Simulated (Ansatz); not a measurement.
**Single-point calculation of TaS2 (part 2 of 2)**

The same run, continued: TaS2 (P-3m1, 3 atoms in the cell); DFT, PBE, plane waves, PAW, spin-orbit coupling (Ansatz 0.2.0); cutoff 420 eV, 8×8×4 k-mesh, Gaussian smearing of 0.05 eV. The structure derives from an entry of the Crystallography Open Database. The settings are looser than a standard set-up, so the numbers are not reference values.

Geometry of the input (Å; fractional positions):
```
3.3781  0.0000  0.0000
-1.6891  2.9255  0.0000
0.0000  0.0000  6.8022
Ta 0.0000  0.0000  0.0000
S  0.3333  0.6667  0.2253
S  0.6667  0.3333  0.7747
```

**Log, continued**
```
iter 38 did not close the SCF: its close was put off for a magnetic moment that had not settled (scf_convergence_deferred on its scf_iter line)
SCF iter  38: F=-11762.041626 eV  HF=-11762.041626 eV  |F-HF|=8.57e-10  |Δ(HF+E_count)|=   4.84e-9  Δρ=3.80e-7  dr2=8.26e-11  dr2_m=4.34e-11  ethr=1.00e-12  |M|=1.64e-5 ∫|m|=1.95e-5 μB  |m|>n=0.0e0 m-floor=0.0e0 τ_xc=1.1e-11 mc-row=0.0e0  β_m=0.16  ⟨swp⟩=5.1  Hψ=6073  notcnv=0  κ⁻¹=4.8e-6(r=7)
iter 39 did not close the SCF: its close was put off for a magnetic moment that had not settled (scf_convergence_deferred on its scf_iter line)
SCF iter  39: F=-11762.041626 eV  HF=-11762.041626 eV  |F-HF|=6.84e-10  |Δ(HF+E_count)|=  1.86e-10  Δρ=3.59e-7  dr2=7.09e-11  dr2_m=4.04e-11  ethr=1.00e-12  |M|=1.52e-5 ∫|m|=1.79e-5 μB  |m|>n=0.0e0 m-floor=0.0e0 τ_xc=9.4e-12 mc-row=0.0e0  β_m=0.20  ⟨swp⟩=4.3  Hψ=4753  notcnv=0  κ⁻¹=3.4e-6(r=7)
SCF iter  40: F=-11762.041626 eV  HF=-11762.041626 eV  |F-HF|=2.00e-11  |Δ(HF+E_count)|=  7.39e-10  Δρ=1.80e-7  dr2=2.02e-11  dr2_m=7.65e-12  ethr=1.00e-12  |M|=2.17e-6 ∫|m|=3.42e-6 μB  |m|>n=0.0e0 m-floor=0.0e0 τ_xc=7.2e-13 mc-row=0.0e0  ⟨swp⟩=5.0  Hψ=6024  notcnv=0
WARN: the starting moments were not kept: the SCF closed with an absolute magnetisation of 3.4e-6 μB, where they sum to 1 μB in size (1 site). That is at most 0.1 of that sum. Measured as dr2_m measures the in/out step, that magnetisation stands 1.0e-12 eV from none, at or under the dr2_threshold of 1.0e-7 eV: it is no larger than a step whose dr2_m would equal this threshold. The system may hold no moment; this SCF shows only that its start led to no more than that. To try another start: raise the starting moments (crystal.atoms[].spin, magnetization.per_species, magnetization.initial_magnetization, or on a non-collinear deck that types none of these the spinor_matrix: blocks that start its atoms; where the total moment is fixed, keep their sum and leave initial_magnetization as it is; typed ones take the place of any that the run laid by itself, positive ones on a crystal's lanthanoids without a Hubbard term where scf.initial_density.shell_occupations: [] is typed) or, if the notice of its spin-set hold's release reads "site moments contracting" or "site moments show no strong build", lengthen the hold (scf.mixing.spin_hold: { on: { confirm: 4 } }; for m-r²SCAN on two components see the key's manual first). Each may lead to a state that holds a moment. A second SCF, from the converged charge density, with the starting moments and any scf.initial_density.shell_occupations laid on it anew, would have followed, and was not run: the deck does not ask for one (magnetization.retry_lost_moments is false, the default). To let it run, set magnetization.retry_lost_moments: true and run the deck again, where that key's refused combinations let it; where memory then withholds it, that run's warning says so.
SCF 1 converged in 40 iterations: F = -11762.041626 eV  dr2 = 2.02e-11
  greatest PAW one-centre occupation: 0.999 electrons in one spin orbital (limit 2), on the Ta atom at site 0 (counted from 0), in its partial waves of l = 0
```

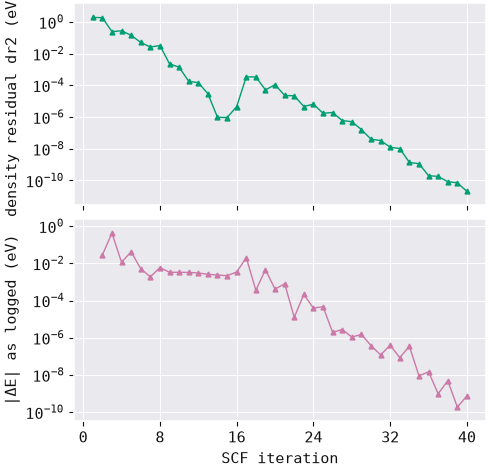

Figure 1. Convergence of the self-consistent field: density residual dr2 and size of the energy change against the SCF iteration. The residual falls unevenly and jumps up by a factor of two or more 3 times on the way down.

```
SCF converged after 40 iterations
Stability not checked: this state was not tested for a lower state beside it, because the mixer in use, unlike msr1, does not test its closes by its own steps (another_mixer; see scf.mixing.algorithm and scf.lower_state_search)
Magnetization: |M| = 0.0000 μB,  M = (-0.0000, +0.0000, -0.0000) μB
Absolute magnetization: 0.0000 μB (∫|m|, with the PAW one-centre terms)
  site 0: m = (-0.0000, +0.0000, -0.0000) μB, |m| = 0.0000 μB  (R = 1.02 Å)
  site 1: m = (+0.0000, +0.0000, -0.0000) μB, |m| = 0.0000 μB  (R = 1.02 Å)
  site 2: m = (-0.0000, -0.0000, -0.0000) μB, |m| = 0.0000 μB  (R = 1.02 Å)
Free energy (F): -11762.041626 eV
Harris-Foulkes:  -11762.041626 eV  (|F-HF|=2.00e-11)
Internal energy: -11762.038598 eV  (E = F + TS)
E sigma→0 (E₀):  -11762.040112 eV
Entropy (-TS):   -0.003027 eV (-1.009 meV/atom)
Fermi energy:    8.259309 eV
--- Per-component energies (eV) ---
  E_band       = -245.862836
  E_kinetic    = 578.602297
  E_local      = -1887.425727  (includes V_loc(G=0)·N_el)
  E_nonlocal   = 67.542375
  E_hartree    = 748.181522
  E_xc         = -412.335656
  E_vxc        = -378.636716  (∫ρ·V_xc dr)
  E_paw        = -9616.492441  (= ΣΔE_a)
  E_vpaw       = -122.308350  (= ΣTr[D̂ρ^β])
  E_aug_tail   = 0.000145  (compensation charges beyond the density's cutoff)
  E_ewald      = -1240.111114
  E_smearing   = -0.003027  (= −TS)
  E_closure    = 0.000000  (closes the sum)
  Σ components = -11762.041626   (vs F -11762.041626, Δ=0.00e0)
--- Forces (eV/Å), atoms counted from 1 ---
  atom   1  Ta    -0.00000000     0.00000000     0.00000000
  atom   2  S      0.00000000     0.00000000     0.03972178
  atom   3  S     -0.00000000    -0.00000000    -0.03972178
  max |Σ_I F_I| component: 1.39e-17 eV/Å
--- Stress (GPa, compression-positive) ---
        0.004832       0.000000       0.000000
        0.000000       0.004832       0.000000
        0.000000       0.000000       0.189382
  P = ⅓ Tr σ = 0.0663 GPa (0.663 kbar)
--- Band table (eV; the first three rows and the last of 35) ---
  k-point 0: bands = ["-60.4612", "-60.4612", "-33.3284", "-33.3284", "-24.6168", "-24.6168", "-24.5731", "-24.5731", "-6.3885", "-6.3885", "-4.8582", "-4.8582", "1.9378", "1.9378", "4.4087", "4.4087", "4.5008", "4.5008", "6.1944", "6.1944", "7.4702", "7.4702", "7.6008", "7.6008", "8.2440", "8.2440", "8.4096", "8.4097", "8.6498", "8.6498", "12.2155", "12.2155", "12.2548", "12.2548"]
  k-point 1: bands = ["-60.4612", "-60.4612", "-33.3284", "-33.3284", "-24.6168", "-24.6168", "-24.5731", "-24.5731", "-6.3624", "-6.3624", "-4.9078", "-4.9078", "2.1212", "2.1212", "4.4107", "4.4108", "4.5031", "4.5031", "5.6996", "5.6996", "7.4567", "7.4567", "7.5893", "7.5893", "8.3318", "8.3318", "8.4076", "8.4076", "8.8917", "8.8917", "12.2535", "12.2535", "12.2938", "12.2938"]
  k-point 2: bands = ["-60.4612", "-60.4612", "-33.3284", "-33.3284", "-24.6168", "-24.6168", "-24.5731", "-24.5731", "-6.3349", "-6.3349", "-4.9585", "-4.9585", "2.3357", "2.3357", "4.4128", "4.4128", "4.5055", "4.5055", "5.2535", "5.2535", "7.4449", "7.4449", "7.5779", "7.5779", "8.3554", "8.3554", "8.4056", "8.4056", "9.1069", "9.1069", "12.2920", "12.2920", "12.3327", "12.3327"]
  k-point 34: bands = ["-60.4486", "-60.4486", "-33.3833", "-33.3833", "-24.8091", "-24.8091", "-24.6367", "-24.6367", "-4.6121", "-4.6121", "-4.3710", "-4.3710", "2.4425", "2.4425", "3.1230", "3.1230", "3.6895", "3.6895", "4.5503", "4.5503", "4.6081", "4.6081", "5.1803", "5.1803", "8.9600", "8.9600", "10.0477", "10.0477", "10.3253", "10.3253", "12.3302", "12.3302", "13.4552", "13.4553"]
```

**File rho_z.tsv**
```
# z_ang	rho[e/angstrom^3]	m_x[e/angstrom^3]	m_y[e/angstrom^3]	m_z[e/angstrom^3]	m_norm[e/angstrom^3]
# format = ansatz-planar-average/11
# lattice	3.378130140	0.000000000	0.000000000
# lattice	-1.689065070	2.925546519	0.000000000
# lattice	0.000000000	0.000000000	6.802219712
# sites	3
# site	73	0.000000000	0.000000000	0.000000000
# site	16	-0.000000000	1.950364346	1.532333811
# site	16	1.689065070	0.975182173	5.269885900
0.000000	9.611790e-1	-3.182836e-22	1.155066e-21	-9.825536e-8	3.247946e-7
0.141713	9.482041e-1	1.187706e-21	-1.883502e-21	-9.262466e-8	3.205230e-7
0.283426	8.950749e-1	2.437828e-21	-4.465902e-21	-1.016048e-7	3.133287e-7
0.425139	7.872607e-1	3.339233e-21	-5.091756e-21	-1.352890e-7	3.089016e-7
0.566852	6.488548e-1	4.138155e-21	-3.768037e-21	-1.791787e-7	2.986891e-7
0.708565	5.313772e-1	5.330685e-21	-1.708174e-21	-2.064091e-7	2.767614e-7
0.850277	4.693019e-1	6.943710e-21	4.365675e-22	-1.793741e-7	2.495895e-7
0.991990	4.556947e-1	8.986490e-21	2.317071e-21	-1.200041e-7	2.297959e-7
1.133703	4.559029e-1	1.118886e-20	3.878144e-21	-7.524857e-8	2.451806e-7
1.275416	4.452366e-1	1.331006e-20	5.082818e-21	-5.903983e-8	2.671906e-7
1.417129	4.240890e-1	1.509049e-20	5.998450e-21	-5.792453e-8	2.604968e-7
1.558842	4.027829e-1	1.610509e-20	6.294224e-21	-6.454538e-8	2.238706e-7
1.700555	3.859021e-1	1.620148e-20	6.143884e-21	-8.260598e-8	1.834016e-7
1.842268	3.650772e-1	1.524109e-20	5.644876e-21	-9.461993e-8	1.624831e-7
1.983981	3.281868e-1	1.317633e-20	5.143288e-21	-7.505533e-8	1.362384e-7
2.125694	2.724249e-1	1.018459e-20	4.541785e-21	-3.136079e-8	1.024270e-7
2.267407	2.074429e-1	6.672320e-21	3.564563e-21	4.920887e-9	8.003999e-8
2.409119	1.467756e-1	3.203290e-21	2.095145e-21	2.040255e-8	8.014205e-8
2.550832	9.884518e-2	4.835174e-22	3.521951e-22	2.314471e-8	8.795444e-8
2.692545	6.492102e-2	-1.114078e-21	-1.371217e-21	2.935025e-8	9.965124e-8
2.834258	4.233479e-2	-1.698322e-21	-2.750467e-21	5.530790e-8	1.219474e-7
2.975971	2.800072e-2	-1.633437e-21	-3.314791e-21	1.061547e-7	1.554091e-7
3.117684	1.936719e-2	-1.297344e-21	-2.702254e-21	1.688568e-7	1.822754e-7
3.259397	1.483679e-2	-8.414383e-22	-1.008511e-21	2.193196e-7	2.194525e-7
3.401110	1.340077e-2	-2.716703e-22	1.299639e-21	2.384472e-7	2.385256e-7
3.542823	1.483679e-2	3.234391e-22	3.435112e-21	2.193196e-7	2.194525e-7
3.684536	1.936719e-2	8.937171e-22	4.702134e-21	1.688568e-7	1.822754e-7
3.826249	2.800072e-2	1.339795e-21	4.711684e-21	1.061547e-7	1.554091e-7
3.967961	4.233479e-2	1.532652e-21	3.551937e-21	5.530790e-8	1.219474e-7
4.109674	6.492102e-2	1.041478e-21	1.718100e-21	2.935025e-8	9.965124e-8
4.251387	9.884518e-2	-5.281843e-22	-2.591028e-22	2.314471e-8	8.795444e-8
4.393100	1.467756e-1	-3.199371e-21	-2.101096e-21	2.040255e-8	8.014205e-8
4.534813	2.074429e-1	-6.663023e-21	-3.597673e-21	4.920887e-9	8.003999e-8
4.676526	2.724249e-1	-1.014133e-20	-4.666201e-21	-3.136079e-8	1.024270e-7
4.818239	3.281868e-1	-1.309733e-20	-5.430142e-21	-7.505533e-8	1.362384e-7
4.959952	3.650772e-1	-1.514960e-20	-6.036218e-21	-9.461993e-8	1.624831e-7
5.101665	3.859021e-1	-1.615791e-20	-6.510486e-21	-8.260598e-8	1.834016e-7
5.243378	4.027829e-1	-1.603030e-20	-6.659436e-21	-6.454538e-8	2.238706e-7
5.385091	4.240890e-1	-1.496120e-20	-6.296568e-21	-5.792453e-8	2.604968e-7
5.526804	4.452366e-1	-1.321257e-20	-5.077327e-21	-5.903983e-8	2.671906e-7
5.668516	4.559029e-1	-1.119114e-20	-3.472688e-21	-7.524857e-8	2.451806e-7
5.810229	4.556947e-1	-9.077480e-21	-1.704406e-21	-1.200041e-7	2.297959e-7
5.951942	4.693019e-1	-7.127034e-21	8.699183e-23	-1.793741e-7	2.495895e-7
6.093655	5.313772e-1	-5.463022e-21	1.800818e-21	-2.064091e-7	2.767614e-7
6.235368	6.488548e-1	-4.159524e-21	3.329264e-21	-1.791787e-7	2.986891e-7
6.377081	7.872607e-1	-3.256013e-21	4.196885e-21	-1.352890e-7	3.089016e-7
6.518794	8.950749e-1	-2.527910e-21	4.268838e-21	-1.016048e-7	3.133287e-7
6.660507	9.482041e-1	-1.629954e-21	3.379090e-21	-9.262466e-8	3.205230e-7
```

**File v_z.tsv**
```
# z_ang	v_es[eV]	v_tot[eV]	b_x[eV]	b_y[eV]	b_z[eV]
# format = ansatz-planar-average/11
# xc	pbe
# density_cutoff_ev	1680
# datasets	Ta=:simpson_from_first_knot:soft	S=:simpson_from_first_knot:soft
# lattice	3.378130140	0.000000000	0.000000000
# lattice	-1.689065070	2.925546519	0.000000000
# lattice	0.000000000	0.000000000	6.802219712
# sites	3
# site	73	0.000000000	0.000000000	0.000000000
# site	16	-0.000000000	1.950364346	1.532333811
# site	16	1.689065070	0.975182173	5.269885900
0.000000	-8.194428e0	-2.173012e1	-2.214776e-22	-2.426396e-23	1.631307e-7
0.141713	-7.575967e0	-2.104858e1	8.646335e-23	-3.323428e-22	1.625606e-7
0.283426	-5.886460e0	-1.916841e1	8.722160e-23	-1.301431e-22	8.908222e-7
0.425139	-3.583054e0	-1.653773e1	-3.216813e-24	-1.144267e-22	1.102341e-6
0.566852	-1.256890e0	-1.380796e1	-5.955700e-23	-5.110138e-23	1.698501e-6
0.708565	4.715229e-1	-1.168957e1	-1.285691e-22	-6.617445e-23	1.780884e-6
0.850277	1.206414e0	-1.069145e1	-2.647897e-22	-1.191140e-22	1.639170e-6
0.991990	1.162296e0	-1.061977e1	-3.962655e-22	-2.143317e-22	7.938963e-7
1.133703	8.826185e-1	-1.097887e1	-2.215465e-22	5.716737e-23	-4.672415e-8
1.275416	7.868771e-1	-1.127862e1	-3.674520e-22	2.301400e-22	-3.564237e-7
1.417129	9.584842e-1	-1.118882e1	-7.922552e-23	-2.558745e-22	-2.380303e-7
1.558842	1.317799e0	-1.065371e1	3.477835e-22	-2.801385e-22	4.168463e-8
1.700555	1.897191e0	-9.610396e0	1.132318e-22	-3.161668e-23	2.601324e-7
1.842268	2.858002e0	-7.960934e0	1.257315e-22	-1.801416e-22	8.669834e-7
1.983981	4.437991e0	-5.594779e0	6.764499e-23	-1.599216e-22	4.687334e-7
2.125694	6.615298e0	-2.643153e0	-2.426396e-23	-5.367483e-23	3.654593e-8
2.267407	8.863297e0	4.466939e-1	-2.757269e-23	-4.043994e-23	-7.008034e-7
2.409119	1.056733e1	3.056735e0	2.470513e-22	6.764499e-23	-5.388071e-7
2.550832	1.161584e1	5.011245e0	-3.128581e-22	3.121228e-22	-3.331519e-6
2.692545	1.226519e1	6.489003e0	-2.420882e-22	2.588156e-22	-4.543208e-6
2.834258	1.267668e1	7.647553e0	-9.990504e-23	7.389480e-23	-9.012648e-7
2.975971	1.293117e1	8.496284e0	6.924191e-22	-8.212984e-22	1.111177e-5
3.117684	1.308253e1	9.185278e0	5.742357e-22	-7.196931e-22	1.011956e-5
3.259397	1.316206e1	9.715717e0	4.941026e-22	-8.558562e-22	8.824707e-6
3.401110	1.318691e1	9.872109e0	1.088202e-21	-1.433044e-21	1.868558e-5
3.542823	1.316206e1	9.715717e0	5.380350e-22	-5.205723e-22	8.824707e-6
3.684536	1.308253e1	9.185278e0	6.544377e-22	-8.935159e-22	1.011956e-5
3.826249	1.293117e1	8.496284e0	7.114672e-22	-9.316811e-22	1.111177e-5
3.967961	1.267668e1	7.647553e0	-8.455624e-23	-6.948317e-23	-9.012648e-7
4.109674	1.226519e1	6.489003e0	-2.149751e-22	3.055054e-22	-4.543208e-6
4.251387	1.161584e1	5.011245e0	-3.593640e-22	2.919028e-22	-3.331519e-6
4.393100	1.056733e1	3.056735e0	1.623112e-22	6.102755e-23	-5.388071e-7
4.534813	8.863297e0	4.466939e-1	-1.213198e-22	-7.352717e-24	-7.008034e-7
4.676526	6.615298e0	-2.643153e0	-1.042248e-22	1.029380e-23	3.654593e-8
4.818239	4.437991e0	-5.594779e0	1.599216e-22	-9.411477e-23	4.687334e-7
4.959952	2.858002e0	-7.960934e0	9.558532e-23	-8.014461e-23	8.669834e-7
5.101665	1.897191e0	-9.610396e0	2.428235e-22	6.690972e-23	2.601324e-7
5.243378	1.317799e0	-1.065371e1	4.957569e-22	-1.985233e-23	4.168463e-8
5.385091	9.584842e-1	-1.118882e1	2.220520e-22	-2.297724e-22	-2.380303e-7
5.526804	7.868771e-1	-1.127862e1	-8.437242e-23	2.871236e-22	-3.564237e-7
5.668516	8.826185e-1	-1.097887e1	2.536687e-23	-3.805031e-23	-4.672415e-8
5.810229	1.162296e0	-1.061977e1	-1.272020e-22	4.117521e-23	7.938963e-7
5.951942	1.206414e0	-1.069145e1	1.227904e-22	7.977697e-23	1.639170e-6
6.093655	4.715229e-1	-1.168957e1	7.747925e-23	2.121259e-22	1.780884e-6
6.235368	-1.256890e0	-1.380796e1	9.926167e-24	1.407586e-22	1.698501e-6
6.377081	-3.583054e0	-1.653773e1	-3.713122e-23	1.540854e-22	1.102341e-6
6.518794	-5.886460e0	-1.916841e1	4.124874e-22	-7.621550e-23	8.908222e-7
6.660507	-7.575967e0	-2.104858e1	-5.761543e-23	1.356576e-22	1.625606e-7
```

**Key numbers**

```tsv
quantity	value
outcome	converged
space group (tolerance 0.01 Å)	P-3m1 (164)
electrons treated	25
free energy	−11762.0416 eV
Fermi energy	8.259 eV
net moment of the cell	0.00 μB
integrated absolute moment	0.00 μB
pressure	0.07 GPa
largest force (length of the vector)	0.040 eV/Å
wall time	36 s (CPU time 2.3 min)
peak memory	0.61 GiB
```

Settings chosen away from the usual ones: kpoints.mp_grid.grid = [8, 8, 4], scf.mixing.algorithm = "anderson", scf.mixing.beta = 0.05. These settings are looser than, or depart from, a standard set-up, so the numbers are not reference values for this system. The program warns: some starting moments were not kept; the SCF threshold is looser than advised for the printed stress.
